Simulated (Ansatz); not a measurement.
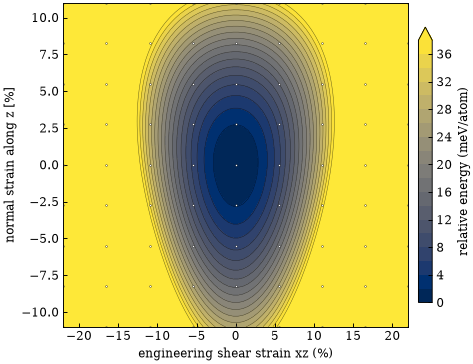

Yb (Fm-3m, No. 225; 1 atom in the cell). The energy is mapped over two homogeneous strains (x, y and z along the cube axes). Coordinates scanned: (1) engineering shear strain xz; (2) normal strain along z. Nothing is relaxed (symmetry fixes all fractional coordinates). Grid: 9 × 9 points; 45 points were computed and 36 follow by symmetry. Points are written as (first, second). All energies are given in meV/atom relative to the lowest grid point. All numbers below come from DFT PBE, scalar-relativistic, plane waves, PAW (Ansatz 0.2.0). Settings: cutoff 420 eV, k-mesh 14×14×14, gaussian smearing 0.15 eV, no spin polarisation.

The picture shows filled contours, dots at the grid points, one colour for all values above the top of the scale. Between grid points the surface is interpolated.

Question: Where is the minimum, and how stiff is the crystal against these two strains (in GPa)?

Answer: The interpolated minimum is at 0.0 % and 0.0 %. Divided by the cell volume of 35.6 Å³, the second derivatives of the energy there are about 22 GPa along the first strain and 23 GPa along the second, with a cross term of about 0 GPa (clamped ions). Round the minimum the contours are nearly round: the two directions are equally stiff and uncoupled.
